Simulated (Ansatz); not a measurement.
System: TiAl₃, space group I4/mmm (No. 139).

Starting cell:
```
CELL_PARAMETERS angstrom
-1.90777 1.90777 4.27700
1.90777 -1.90777 4.27700
1.90777 1.90777 -4.27700
ATOMIC_POSITIONS crystal
Ti 0.00000 0.00000 0.00000
Al 0.50000 0.50000 0.00000
Al 0.75000 0.25000 0.50000
Al 0.25000 0.75000 0.50000
```

Computed with Ansatz 0.2.0: all atoms of one element of a crystal moved along a line, all else fixed, by plane-wave density functional theory with PAW datasets, free energies less that of the undisturbed cell; scalar-relativistic. Level: PBEsol, no spin polarisation.

wave cutoff 420 eV; k mesh 18×18×18; occupations Gaussian; smearing width 0.15 eV; k shift (0, 0, 0) (mesh steps); start relaxed; moved element Al; direction (0.7071, 0.7071, 0) (Cartesian unit vector).

What does the calculation give for the energy change and force along the direction (sum over moved atoms) against displacement? The displacement takes the values −0.500, −0.250, 0.000, 0.375 Å.

The energy rises on both sides of the starting structure, which is therefore a minimum along this path. The energy change is 1.45 eV/cell at displacement −0.500 Å and 0.77 eV/cell at 0.375 Å; the lowest computed point is at displacement 0.000 Å (0.00 eV/cell). The force along the direction (sum over moved atoms) falls from 6.5 eV/Å at displacement −0.500 Å to −4.4 eV/Å at 0.375 Å, and changes sign near 0.00 Å.

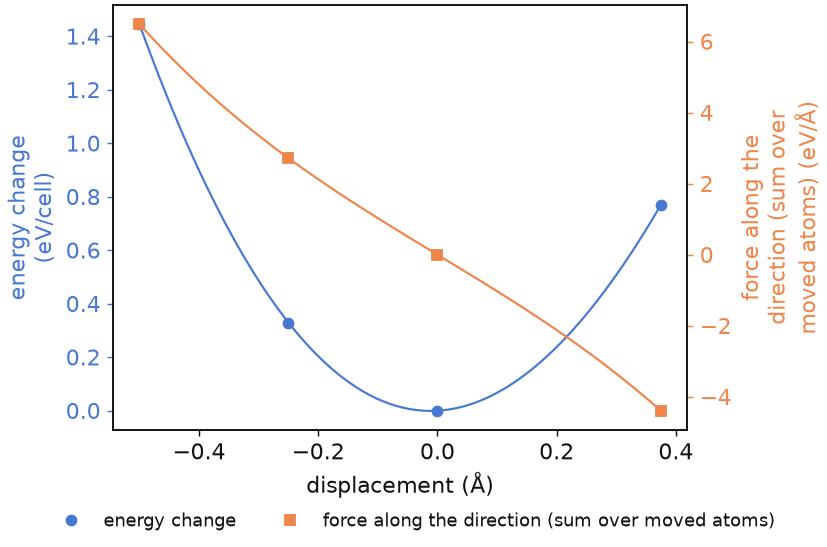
